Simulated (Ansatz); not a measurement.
## WS2: a failed or faulty run and its cure

System: WS2 (3 atoms in the cell, total charge +6).
Method of the first run: DFT, PBEsol, plane waves, PAW, no spin polarisation (Ansatz 0.2.0).

The structure derives from an entry of the Crystallography Open Database. Some settings of this run were made unusual or wrong on purpose. Text and figures count atoms from 1; the logs count them from 0 in places.

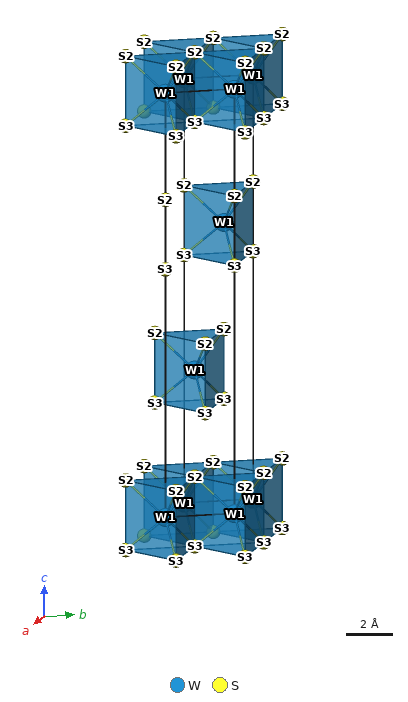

**Figure 1.** The input geometry (polyhedral view of the cell 3 times as large as that of the calculation, set on its symmetry axes, seen slightly off an axis; polyhedra are completed across the faces of the cell; atoms are numbered from 1 in the order of the input).

**Input file, the first run**
```yaml
crystal:
  lattice:
    - [1.5738034023, 0.9086358179, 6.3704647422]
    - [-1.5738034023, 0.9086358179, 6.3704647422]
    - [0.0, -1.8172716359, 6.3704647422]
  atoms:
    - { symbol: W, position: [0.9993284863, 0.9993284863, 0.9993284863] }
    - { symbol: S, position: [0.7479630314, 0.7479630314, 0.7479630314] }
    - { symbol: S, position: [0.5840084823, 0.5840084823, 0.5840084823] }
basis:
  ecutwfc: 420
kpoints:
  mp_grid: { grid: [12, 12, 12] }
hamiltonian:
  xc: pbesol
scf:
  occupations: { method: gaussian, width: 0.05 }
  max_iter: 50
output:
  forces: true
  eigenvalues: true
  stress: true
total_charge: 6
```

Command:
```bash
ansatz run input.yaml --threads 2 --pin off --max-ram 5120MiB --backend cpu --events-out ev --progress --plain --runs-dir out
```

Hardware: 2 threads of Intel Xeon (Granite Rapids), 176 GiB of memory available, shared host.

**Output, shortened to warnings, some set-up lines, iterations and results (the first run)**
```
Basis set: ecut = 420 eV, 1047 PW (Γ), FFT grids on a1−a3, a2−a3, a3, exchange–correlation on 48×48×90 points (8 copies of the dense FFT grid, shifted against one another)
Symmetry: 6 space group operations
k-points: 189 of 1728 (time reversal used)
Initial density: superposition of atomic densities (neutral atoms scaled as one to the charged cell's electrons: chi_scale 0, normalization atom), corrected by the library's trained network
[...]
SCF iter   1: F=—  HF=-12206.169341 eV  |F-HF|=—  |Δ(HF+E_count)|=         —  Δρ=6.09e-1  dr2=4.84e2  ethr=1.77e-3  ⟨swp⟩=11.3  Hψ=27514  notcnv=0
SCF iter   2: F=—  HF=-12149.612248 eV  |F-HF|=—  |Δ(HF+E_count)|=    5.66e1  Δρ=5.14e-1  dr2=3.21e2  ethr=1.77e-3  ⟨swp⟩=13.7  Hψ=23702  notcnv=0  defer=100
SCF iter   3: F=—  HF=-12088.420235 eV  |F-HF|=—  |Δ(HF+E_count)|=    6.12e1  Δρ=2.06e-1  dr2=4.44e1  ethr=1.77e-3  ⟨swp⟩=10.3  Hψ=16609  notcnv=0  defer=89
SCF iter   4: F=—  HF=-12080.241462 eV  |F-HF|=—  |Δ(HF+E_count)|=    8.18e0  Δρ=6.15e-2  dr2=3.22e0  ethr=1.77e-3  ⟨swp⟩=9.3  Hψ=12840  notcnv=0  defer=103
SCF iter   5: F=—  HF=-12080.555081 eV  |F-HF|=—  |Δ(HF+E_count)|=   3.14e-1  Δρ=6.46e-2  dr2=3.47e0  ethr=1.77e-3  ⟨swp⟩=5.8  Hψ=10378  notcnv=0  defer=56
SCF iter   6: F=—  HF=-12079.763996 eV  |F-HF|=—  |Δ(HF+E_count)|=   7.91e-1  Δρ=2.82e-2  dr2=8.00e-1  ethr=1.77e-3  ⟨swp⟩=5.0  Hψ=6879  notcnv=0  defer=33
SCF iter   7: F=—  HF=-12079.548979 eV  |F-HF|=—  |Δ(HF+E_count)|=   2.15e-1  Δρ=7.41e-3  dr2=4.01e-2  ethr=1.77e-3  ⟨swp⟩=3.9  Hψ=6510  notcnv=0  defer=19
SCF iter   8: F=—  HF=-12079.536550 eV  |F-HF|=—  |Δ(HF+E_count)|=   1.24e-2  Δρ=1.93e-3  dr2=4.38e-3  ethr=2.00e-4  ⟨swp⟩=3.1  Hψ=5547  notcnv=0  defer=34
SCF iter   9: F=—  HF=-12079.535557 eV  |F-HF|=—  |Δ(HF+E_count)|=   9.93e-4  Δρ=2.89e-4  dr2=9.49e-5  ethr=2.19e-5  ⟨swp⟩=2.7  Hψ=4527  notcnv=0  defer=20
SCF iter  10: F=—  HF=-12079.535615 eV  |F-HF|=—  |Δ(HF+E_count)|=   5.83e-5  Δρ=1.04e-4  dr2=1.38e-5  ethr=4.75e-7  ⟨swp⟩=2.6  Hψ=4513  notcnv=0  defer=20
SCF iter  11: F=—  HF=-12079.535614 eV  |F-HF|=—  |Δ(HF+E_count)|=   1.44e-6  Δρ=2.07e-5  dr2=2.16e-7  ethr=6.91e-8  ⟨swp⟩=2.3  Hψ=3686  notcnv=0  defer=20
SCF iter  12: F=-12079.535614 eV  HF=-12079.535614 eV  |F-HF|=2.08e-8  |Δ(HF+E_count)|=   5.70e-8  Δρ=4.90e-6  dr2=2.94e-8  ethr=5.00e-10  ⟨swp⟩=13.8  Hψ=23970  notcnv=0
SCF 1 converged in 12 iterations: F = -12079.535614 eV  dr2 = 2.94e-8
SCF converged after 12 iterations
Free energy (F): -12079.535614 eV
Harris-Foulkes:  -12079.535614 eV  (|F-HF|=2.08e-8)
Internal energy: -12079.532625 eV  (E = F + TS)
E sigma→0 (E₀):  -12079.534119 eV
Entropy (-TS):   -0.002989 eV (-0.996 meV/atom)
Fermi energy:    6.175749 eV
--- Per-component energies (eV) ---
  E_band       = -298.633043
  E_kinetic    = 537.723690
  E_local      = -1825.281462  (includes V_loc(G=0)·N_el)
  E_nonlocal   = 46.454338
  E_hartree    = 695.543902
  E_xc         = -385.454494
  E_vxc        = -320.420864  (∫ρ·V_xc dr)
  E_paw        = -9595.200713  (= ΣΔE_a)
  E_vpaw       = -128.203366  (= ΣTr[D̂ρ^β])
  E_aug_tail   = -0.000062  (compensation charges beyond the density's cutoff)
  E_ewald      = -1553.663515
  E_core_change = 0.345691  (= ΣΔE_core)
  E_smearing   = -0.002989  (= −TS)
  E_closure    = -0.000000  (closes the sum)
  E_deformation_potential = 104.178444  (in the stress; not in F)
  Σ components = -12079.535614   (vs F -12079.535614, Δ=0.00e0)
--- Forces (eV/Å), atoms counted from 1 ---
  atom   1  W      0.00000000    -0.00000000     0.00738847
  atom   2  S      0.00000000    -0.00000000     9.43557878
  atom   3  S      0.00000000     0.00000000    -9.44292107
  max |Σ_I F_I| component: 4.62e-5 eV/Å
--- Stress (GPa, compression-positive) ---
       34.601309       0.000000      -0.000000
        0.000000      34.601309       0.000000
        0.000000       0.000000       5.116820
  P = ⅓ Tr σ = 24.7731 GPa (247.731 kbar)
```

Question: Diagnose this run and give a change of the input that cures it.

Answer: A setting was made wrong on purpose: a charge that the system can't hold (`total_charge`). The cell cannot bind or give up so many electrons; the background charge dominates. The run converged all the same; its numbers are those of the faulty input and shouldn't be used.

A run of the same system that converges differs from this input as follows (lines with − go, lines with + come):
```diff
-  max_iter: 50
-total_charge: 6
```

**Output, shortened to warnings, some set-up lines, iterations and results (the second run)**
```
Basis set: ecut = 420 eV, 1047 PW (Γ), FFT grids on a1−a3, a2−a3, a3, exchange–correlation on 48×48×90 points (8 copies of the dense FFT grid, shifted against one another)
Symmetry: 6 space group operations
k-points: 189 of 1728 (time reversal used)
Initial density: superposition of atomic densities (neutral atoms: chi_scale 0, normalization atom), corrected by the library's trained network
[...]
SCF iter   1: F=—  HF=-12029.085522 eV  |F-HF|=—  |Δ(HF+E_count)|=         —  Δρ=8.80e-3  dr2=7.96e-2  ethr=1.77e-3  ⟨swp⟩=6.0  Hψ=18913  notcnv=0
SCF iter   2: F=—  HF=-12029.114154 eV  |F-HF|=—  |Δ(HF+E_count)|=   2.86e-2  Δρ=1.11e-2  dr2=2.44e-1  ethr=3.06e-4  ⟨swp⟩=3.4  Hψ=7677  notcnv=0  recentre
SCF iter   3: F=—  HF=-12029.075038 eV  |F-HF|=—  |Δ(HF+E_count)|=   3.91e-2  Δρ=3.44e-3  dr2=5.05e-3  ethr=3.06e-4  ⟨swp⟩=3.0  Hψ=5697  notcnv=0
SCF iter   4: F=—  HF=-12029.076211 eV  |F-HF|=—  |Δ(HF+E_count)|=   1.17e-3  Δρ=9.54e-4  dr2=1.86e-4  ethr=1.94e-5  ⟨swp⟩=2.1  Hψ=5363  notcnv=0
SCF iter   5: F=—  HF=-12029.076425 eV  |F-HF|=—  |Δ(HF+E_count)|=   2.14e-4  Δρ=2.71e-4  dr2=4.69e-5  ethr=7.14e-7  ⟨swp⟩=2.0  Hψ=4625  notcnv=0
SCF iter   6: F=—  HF=-12029.076456 eV  |F-HF|=—  |Δ(HF+E_count)|=   3.05e-5  Δρ=1.34e-4  dr2=1.91e-5  ethr=1.81e-7  ⟨swp⟩=2.0  Hψ=4716  notcnv=0
SCF iter   7: F=—  HF=-12029.076455 eV  |F-HF|=—  |Δ(HF+E_count)|=   3.53e-7  Δρ=6.06e-5  dr2=3.68e-6  ethr=7.33e-8  ⟨swp⟩=1.0  Hψ=3219  notcnv=0
SCF iter   8: F=—  HF=-12029.076455 eV  |F-HF|=—  |Δ(HF+E_count)|=   1.88e-7  Δρ=1.29e-5  dr2=1.01e-7  ethr=1.42e-8  ⟨swp⟩=2.6  Hψ=4409  notcnv=0
SCF iter   9: F=-12029.076455 eV  HF=-12029.076455 eV  |F-HF|=1.12e-9  |Δ(HF+E_count)|=   3.40e-8  Δρ=2.51e-6  dr2=2.24e-9  ethr=3.85e-10  ⟨swp⟩=5.2  Hψ=12201  notcnv=0
SCF 1 converged in 9 iterations: F = -12029.076455 eV  dr2 = 2.24e-9
SCF converged after 9 iterations
Free energy (F): -12029.076455 eV
Harris-Foulkes:  -12029.076455 eV  (|F-HF|=1.12e-9)
Internal energy: -12029.076455 eV  (E = F + TS)
E sigma→0 (E₀):  -12029.076455 eV
Fermi energy:    11.628774 eV
--- Per-component energies (eV) ---
  E_band       = -200.543947
  E_kinetic    = 666.958771
  E_local      = -1904.172008  (includes V_loc(G=0)·N_el)
  E_nonlocal   = 60.337223
  E_hartree    = 764.410609
  E_xc         = -458.762597
  E_vxc        = -415.066600  (∫ρ·V_xc dr)
  E_paw        = -9604.530563  (= ΣΔE_a)
  E_vpaw       = -137.422148  (= ΣTr[D̂ρ^β])
  E_aug_tail   = -0.000066  (compensation charges beyond the density's cutoff)
  E_ewald      = -1553.663515
  E_core_change = 0.345691  (= ΣΔE_core)
  E_smearing   = -0.000000  (= −TS)
  E_closure    = 0.000000  (closes the sum)
  Σ components = -12029.076455   (vs F -12029.076455, Δ=0.00e0)
--- Forces (eV/Å), atoms counted from 1 ---
  atom   1  W      0.00000000    -0.00000000     0.00007901
  atom   2  S      0.00000000     0.00000000    -0.00057451
  atom   3  S     -0.00000000    -0.00000000     0.00050382
  max |Σ_I F_I| component: 8.32e-6 eV/Å
--- Stress (GPa, compression-positive) ---
       -0.021779       0.000000       0.000000
        0.000000      -0.021779      -0.000000
        0.000000      -0.000000       0.008548
  P = ⅓ Tr σ = -0.0117 GPa (-0.117 kbar)
```

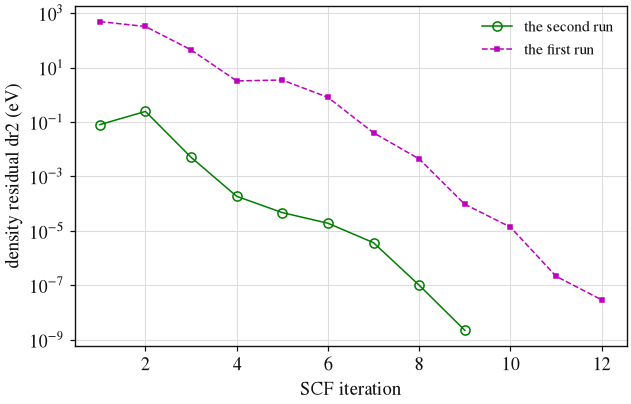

**Figure 2.** Convergence of the two runs: density residual dr2 against the SCF iteration. The second run takes 9 iterations in all, and the first run takes 12.

**The two runs side by side**

```tsv
quantity	the first run	the second run
outcome	converged	converged
free energy per atom (eV)	−4026.5119	−4009.6922
energy per atom, smearing taken to zero (eV)	−4026.5114	−4009.6922
gap on the mesh (eV)	0.00	1.15
pressure (GPa)	24.77	−0.01
largest force (eV/Å)	9.443	0.001
SCF iterations	12	9
irreducible k-points	189	189
plane waves at Γ	1047	1047
wall time (shared host)	17 s	5 s
```

The total energies belong to different systems, so their difference says nothing on which is more stable or more accurate. A gap of 1.15 eV opens on the mesh, where the first run has none. The pressure goes from 24.77 to −0.01 GPa. The largest force goes from 9.443 to 0.001 eV/Å. A charged cell is computed with a uniform neutralising background, so its energy and pressure depend on the cell and aren't those of a real crystal. The SCF takes 9 iterations against 12. On the same kind of shared host the second run took about 0.3 times as long.

Notes on the second run: Spin–orbit coupling is left out, which matters for W.
